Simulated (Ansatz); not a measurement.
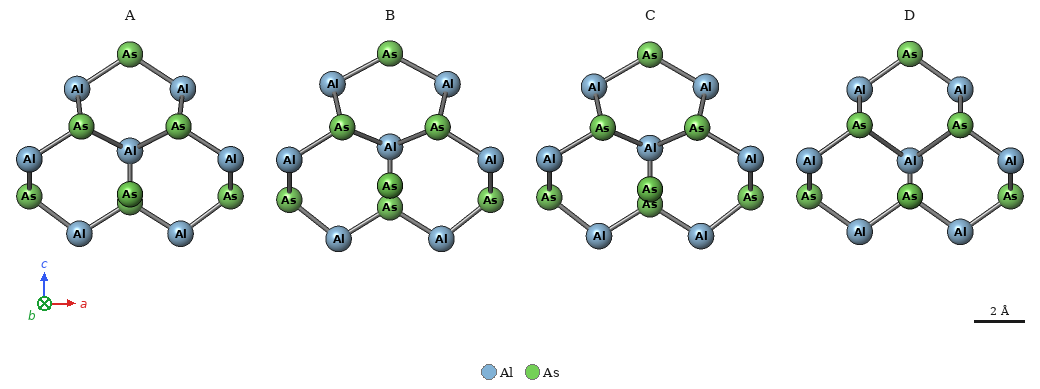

4 geometries from one relaxation of a defect cell of composition Al$_{7}$As$_{8}$ (cell charge −3) (started half-way along a vacancy jump, in the symmetry of that start), in shuffled order. The picture is a ball-and-stick view of the atoms within 5.0 Å of the atom that moves most (axes of the conventional cell (2 times the calculation's cell)), seen along the b axis. Lengths and directions refer to the drawn axes.

Method: DFT PBE, scalar-relativistic, plane waves, PAW (Ansatz 0.2.0). (plane-wave cutoff 420 eV; k-point mesh 4 × 4 × 4; occupations gaussian; smearing width 0.05 eV; no spin polarisation; atoms relaxed in a fixed cell; force threshold 0.02 eV/Å; at most 60 steps)

Order the frames from highest to lowest energy.

Answer. D, A, C, B. They are steps 0, 2, 3, 7, at +17.236 eV per cell of the calculation, +1.287 eV per cell of the calculation, +0.211 eV per cell of the calculation relative to the last. The atom that moves furthest is an Al atom (0.56 Å along +c). Largest moves by element: Al 0.56 Å, As 0.45 Å. The cell stays as it was. Some distances before and after: Al–As 1.432 → 2.440 Å, Al–As 3.202 → 2.752 Å, Al–As 2.480 → 2.623 Å, Al–As 2.480 → 2.543 Å. Among the angles between lasting bonds that change: Al–As–Al 109.5° → 101.8°, Al–As–Al 109.5° → 117.0°, Al–As–Al 109.5° → 103.1°. After 7 geometry steps the energy has fallen by 17.236 eV per cell of the calculation. Largest force component: 61 eV/Å at the start, 0.0012 eV/Å at the end.

Limits of the set-up: the periodic images lie only 8.1 Å apart, so the values are limited by the cell's size; the cell is charged, on a uniform background, and energies carry no finite-size correction.
